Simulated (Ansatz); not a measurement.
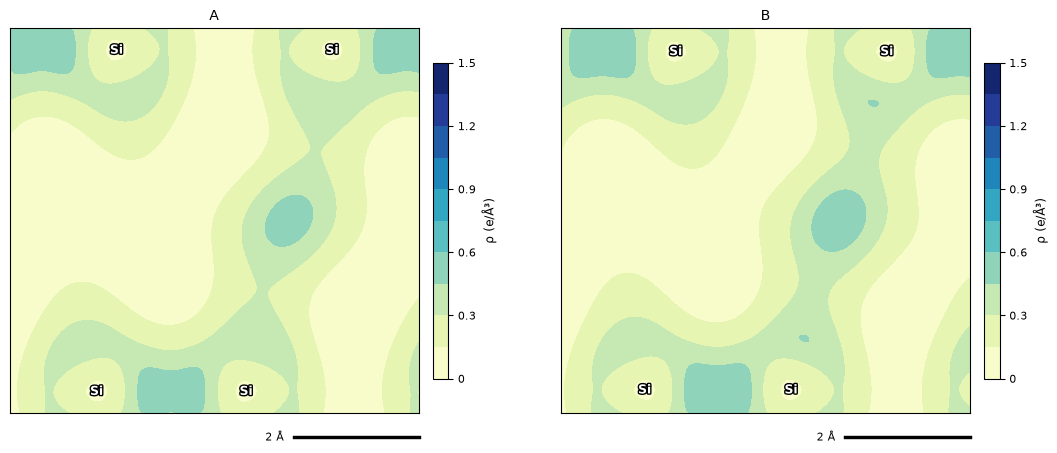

Si. The valence pseudo-density of two cells that differ in size and shape, on the (100) plane of each (indices in the axes of the calculation cell), at one length scale and on one colour scale: A has 19.1 Å³ an atom and B 18.0.

All numbers below come from DFT PBEsol, scalar-relativistic, plane waves, PAW (Ansatz 0.2.0).

The density is the valence pseudo-density of a PAW calculation; it isn't the true density close to the nuclei.

The larger cell:

```
Si
1.0
    -3.31503    3.31503    3.47879
     3.31503   -3.31503    3.47879
     3.31503    3.31503   -3.47879
Si
8
Direct
  0.20479 0.20479 0.20479
  0.50000 0.00000 0.29521
  0.29521 0.50000 0.00000
  0.00000 0.29521 0.50000
  0.79521 0.79521 0.79521
  0.50000 0.00000 0.70479
  0.70479 0.50000 0.00000
  0.00000 0.70479 0.50000
```

The smaller cell: a = 5.716 Å, b = 5.716 Å, c = 5.716 Å, α = 108.83°, β = 108.83°, γ = 110.77°.

**What changes from the larger cell to the smaller?**

From the larger cell to the smaller, Si–Si goes from 2.39 to 2.34 Å, and the density at its midpoint from 0.53 to 0.56 e/Å³; the pressure goes from −5 to 0.1 GPa.

PAW datasets: the set soft_1.
